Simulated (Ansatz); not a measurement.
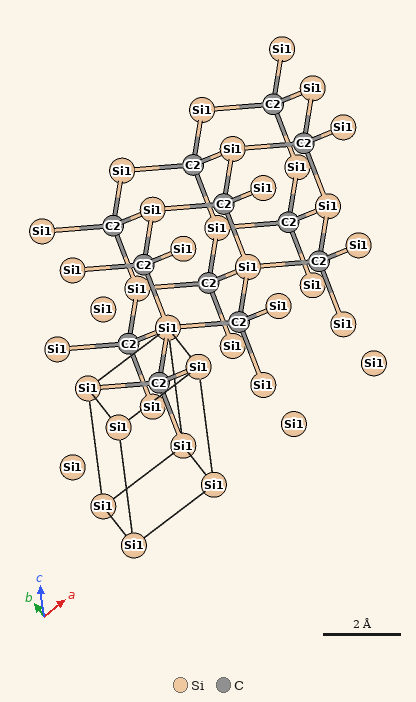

Figure 1. The structure (ball-and-stick view of the cell of the calculation, repeated 3 × 2 × 2, seen slightly off an axis; atoms are numbered from 1 in the order of the input). Near neighbours in the crystal (not all of them lie inside the picture): Si has 4 C at 1.91 to 1.93 Å; C has 4 Si at 1.91 to 1.93 Å.

# Single-point calculation of SiC

- system: SiC (Imm2, 2 atoms in the cell)
- method: DFT LDA, scalar-relativistic, plane waves, PAW, PAW set soft_1, no spin polarisation (Ansatz 0.2.0)

The structure derives from an entry of the Crystallography Open Database. Figures and captions count atoms from 1; the log counts them from 0 in places.

### Input
```yaml
crystal:
  lattice:
    - [0.0, 2.2185208004, 2.2185208004]
    - [2.2185208004, 0.0, 2.2185208004]
    - [2.2185208004, 2.2185208004, 0.0]
  atoms:
    - { symbol: Si, position: [0.0011855404, -0.0011855404, 0.0011855404] }
    - { symbol: C, position: [0.7472278827, 0.7527721173, 0.7472278827] }
basis:
  ecutwfc: 520.0
kpoints:
  mp_grid: { grid: [12, 12, 12] }
hamiltonian:
  xc: lda
  pseudopotentials: { kind: paw, azcp: { folder: soft_1 } }
scf:
  occupations: { method: gaussian, width: 0.05 }
output:
  forces: true
  stress: true
  eigenvalues: true
  write_density: true
  write_potential: true
  elf: true
  volumetric_format: npy
```

Launched with:
```bash
ansatz run input.yaml --threads 1 --pin off --max-ram 2048MiB --backend cpu --events-out ev --progress --plain --runs-dir out
```

### Log
```
Warning: [file] the record states the generating functional pbe (its physics header spells it `PBE`), which answers neither for hamiltonian.xc's functional nor for the lda family's — results may be inconsistent (PPs are generated against a specific XC)
Warning: [file] the record states the generating functional pbe (its physics header spells it `PBE`), which answers neither for hamiltonian.xc's functional nor for the lda family's — results may be inconsistent (PPs are generated against a specific XC)
Engine: ansatz 0.2.0, x86_64-unknown-linux-gnu
Pseudopotentials: kind: paw
Pseudopotential: Si, paw, valence charge 4, recommended cutoff 420 eV (normal), [file]
Pseudopotential: C, paw, valence charge 4, recommended cutoff 420 eV (normal), [file]
Functional definition: SPW92
  exchange = slater_x
  correlation = pw_c
Crystal: 2 atoms, lattice volume = 21.838 Å³
Basis set: ecut = 520 eV, 609 PW (Γ)
Bands: 8, of which v1, the nominal top of the filled ones, is band 4 counted from 1 (3 counted from 0)
Symmetry: 4 space group operations
Space group: Imm2 (ITA 44), of the structure as read, at distance tolerance 2.8e-5 Å
k-points: 280 of 1728 (time reversal used)
Non-local potential: Si, projectors of the file, l = 0: 2, l = 1: 2, l = 2: 1
Non-local potential: C, projectors of the file, l = 0: 2, l = 1: 2, l = 2: 1
PAW form: soft (Blöchl's): semilocal exchange-correlation on the pseudo side does not see the compensation charge
PAW frozen core: Si, regenerated for the run's functional, and the local potential with it (the file was generated under x = pbe(κ = 0.804, μ = 0.2195149727645171), c = pbe(β = 0.06672455060314922))
PAW frozen core: C, regenerated for the run's functional, and the local potential with it (the file was generated under x = pbe(κ = 0.804, μ = 0.2195149727645171), c = pbe(β = 0.06672455060314922))
PAW one-centre angular grid: Si, 110 points (default); XC on 64 Gauss nodes
PAW one-centre angular grid: C, 110 points (default); XC on 64 Gauss nodes
Initial density: superposition of atomic densities (chi_scale 0.1, normalization cell, long waves kept (reshape's long-wave potential 0.00 eV rms))
Initial wavefunctions: pseudopotential atomic-orbital guess
Functional: x = slater, c = lda
SCF iter   1: F=—  HF=-853.516459 eV  |F-HF|=—  |Δ(HF+E_count)|=         —  Δρ=1.27e-1  dr2=4.41e0  ethr=3.10e-3  ⟨swp⟩=6.2  Hψ=19334  notcnv=0
preconditioner: auto → none  [insulator: Δε(μ)=3.161 eV  Ē_g=14.113 eV  σ=0.050 eV  W_gap=1.00  n_scr=0 (ndim 8)  ℏωp=22.5 eV  f_vac=0.000  D(μ)=0.00/eV (n_scr^D=0)  ε∞_Penn≈3.5]
SCF iter   2: F=—  HF=-852.252811 eV  |F-HF|=—  |Δ(HF+E_count)|=    1.26e0  Δρ=5.10e-2  dr2=4.04e-1  ethr=3.10e-3  ⟨swp⟩=3.0  Hψ=7779  notcnv=0
SCF iter   3: F=—  HF=-852.137912 eV  |F-HF|=—  |Δ(HF+E_count)|=   1.15e-1  Δρ=1.86e-2  dr2=4.06e-2  ethr=3.10e-3  ⟨swp⟩=2.2  Hψ=4688  notcnv=0
SCF iter   4: F=—  HF=-852.129153 eV  |F-HF|=—  |Δ(HF+E_count)|=   8.76e-3  Δρ=1.20e-3  dr2=1.78e-4  ethr=5.07e-4  ⟨swp⟩=2.0  Hψ=3364  notcnv=0
SCF iter   5: F=—  HF=-852.129236 eV  |F-HF|=—  |Δ(HF+E_count)|=   8.28e-5  Δρ=1.86e-4  dr2=2.47e-6  ethr=2.22e-6  ⟨swp⟩=2.2  Hψ=3351  notcnv=0
SCF iter   6: F=—  HF=-852.129238 eV  |F-HF|=—  |Δ(HF+E_count)|=   2.24e-6  Δρ=4.67e-5  dr2=2.18e-7  ethr=1.25e-9  ⟨swp⟩=10.4  Hψ=16947  notcnv=0
SCF iter   7: F=-852.129238 eV  HF=-852.129238 eV  |F-HF|=1.79e-9  |Δ(HF+E_count)|=   5.86e-8  Δρ=8.56e-6  dr2=6.61e-9  ethr=1.25e-9  ⟨swp⟩=7.5  Hψ=10210  notcnv=0
SCF 1 converged in 7 iterations: F = -852.129238 eV  dr2 = 6.61e-9
  greatest PAW one-centre occupation: 0.634 electrons in one spin orbital (limit 2), on the C atom at site 1 (counted from 0), in its partial waves of l = 0
```

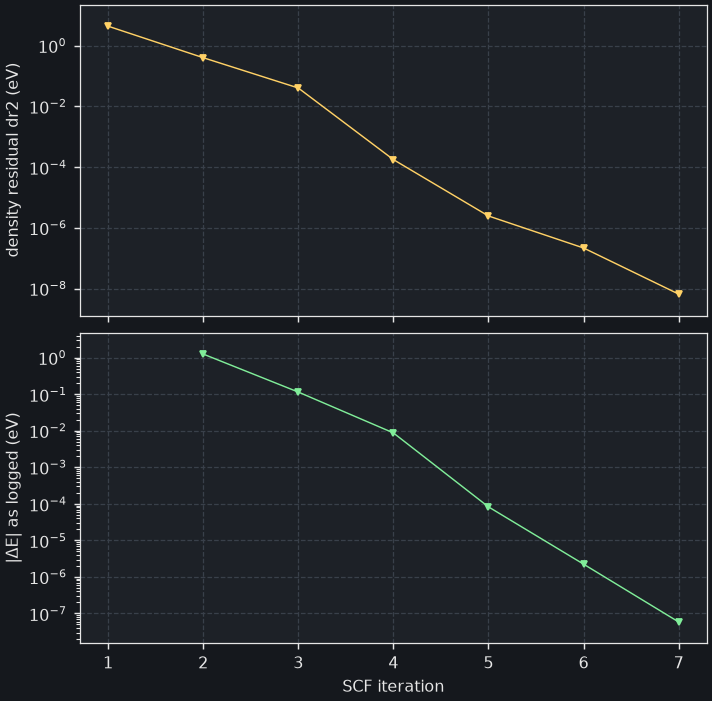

Figure 2. Convergence of the self-consistent field: density residual dr2 and size of the energy change against the SCF iteration. The residual falls at every step.

```
SCF converged after 7 iterations
Free energy (F): -852.129238 eV
Harris-Foulkes:  -852.129238 eV  (|F-HF|=1.79e-9)
Internal energy: -852.129238 eV  (E = F + TS)
E sigma→0 (E₀):  -852.129238 eV
Fermi energy:    9.300534 eV
--- Per-component energies (eV) ---
  E_band       = 22.819285
  E_kinetic    = 130.399779
  E_local      = -100.534992  (includes V_loc(G=0)·N_el)
  E_nonlocal   = 46.658049
  E_hartree    = 32.070228
  E_xc         = -103.861792
  E_vxc        = -107.414583  (∫ρ·V_xc dr)
  E_paw        = -577.303864  (= ΣΔE_a)
  E_vpaw       = -10.429284  (= ΣTr[D̂ρ^β])
  E_aug_tail   = 0.000011  (compensation charges beyond the density's cutoff)
  E_ewald      = -279.703820
  E_core_change = 0.147163  (= ΣΔE_core)
  E_smearing   = -0.000000  (= −TS)
  E_closure    = -0.000000  (closes the sum)
  Σ components = -852.129238   (vs F -852.129238, Δ=0.00e0)
--- Forces (eV/Å), atoms counted from 1 ---
  atom   1  Si    -0.00000000    -0.29186906    -0.00000000
  atom   2  C      0.00000000     0.29187300     0.00000000
  max |Σ_I F_I| component: 3.94e-6 eV/Å
--- Stress (GPa, compression-positive) ---
      -14.680999      -0.000000      -0.636236
        0.000000     -14.720897       0.000000
       -0.636236       0.000000     -14.680999
  P = ⅓ Tr σ = -14.6943 GPa (-146.943 kbar)
--- Band table (eV; the first three rows and the last of 280) ---
  k-point 0: bands = ["-6.3261", "8.4974", "8.5817", "8.6627", "14.2126", "15.3820", "15.4185", "15.4583"]
  k-point 1: bands = ["-6.1954", "7.8138", "8.4606", "8.5665", "14.4722", "15.5403", "15.5510", "15.6247"]
  k-point 2: bands = ["-5.8072", "6.2232", "8.2231", "8.3295", "14.3928", "15.8881", "15.9693", "16.3565"]
  k-point 279: bands = ["-1.4757", "0.9293", "5.4463", "5.5322", "9.9406", "12.5904", "21.7748", "21.7865"]
```

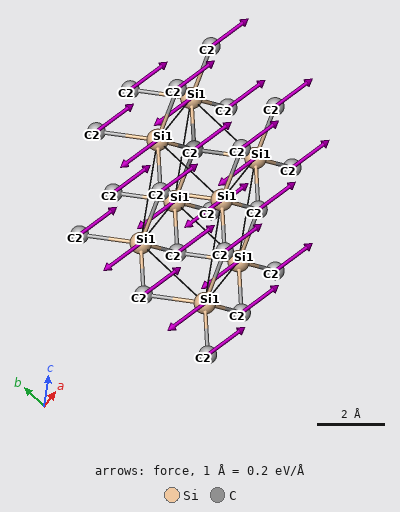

Figure 3. Forces on the atoms as pink arrows (ball-and-stick view of the cell of the calculation, seen at an oblique angle; neighbours outside the cell are drawn fainter; atoms are numbered from 1 in the order of the input). The largest act on C2 (0.29 eV/Å); Si1 (0.29 eV/Å). The geometry is not a stationary point of this energy.

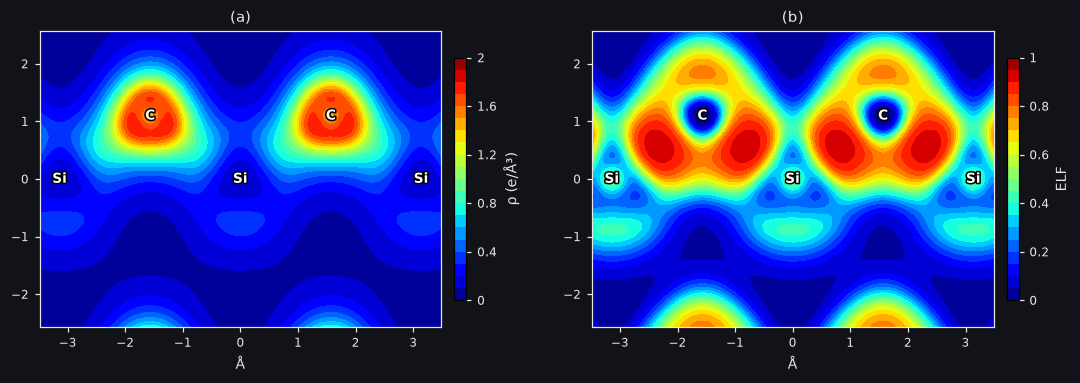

Figure 4. (a) valence electron density; (b) ELF on the (010) plane of the conventional cell. Atoms in the plane: Si and C. Si–C (1.91 Å): ρ is about 0.85 e/Å³ halfway; the ELF peaks at about 0.95 between the atoms, which marks a shared electron pair. Away from the nuclei the density in this plane falls to 0.05 e/Å³ at its lowest. The fields are those of the smooth PAW valence density.

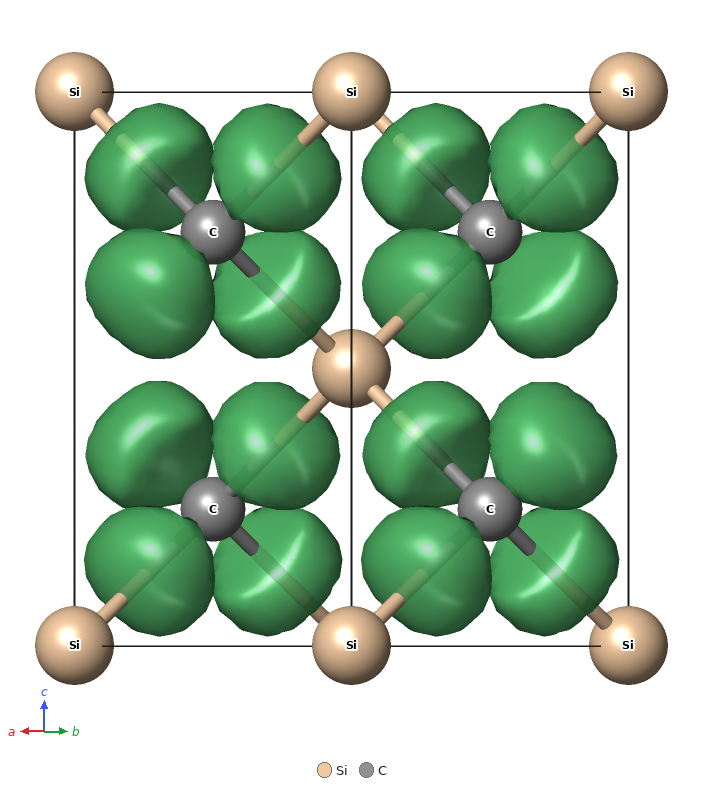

Figure 5. Isosurface of the ELF at 0.8 (green), seen along [110]. Only the valence region is drawn (cores and ρ < 0.01 e/Å³ removed). Sticks mark near contacts. The outline is the cell set on symmetry axes. The ELF exceeds this value in eight regions between bonded C–Si atoms (shared pairs), counted in one cell of 4 atoms. Along the contacts the grid gives the following.

### Results in brief

| quantity | value |
| --- | --- |
| outcome | converged |
| space group (tolerance 0.01 Å) | Imm2 (44) |
| electrons treated | 8 |
| free energy | −852.1292 eV |
| Fermi energy | 9.301 eV |
| gap on the k-point mesh | 1.28 eV |
| pressure | −14.69 GPa |
| largest force (length of the vector) | 0.292 eV/Å |
| hardware | 1 thread of Intel Xeon (Granite Rapids), 32 GiB of memory available, shared host |
| wall time | 4.9 s |
| peak memory | 0.4 GiB |

### Notes

Warnings of the run: the PAW datasets were made with another functional. The cell is under a tension of 14.7 GPa at this level, so it is not at its equilibrium volume.
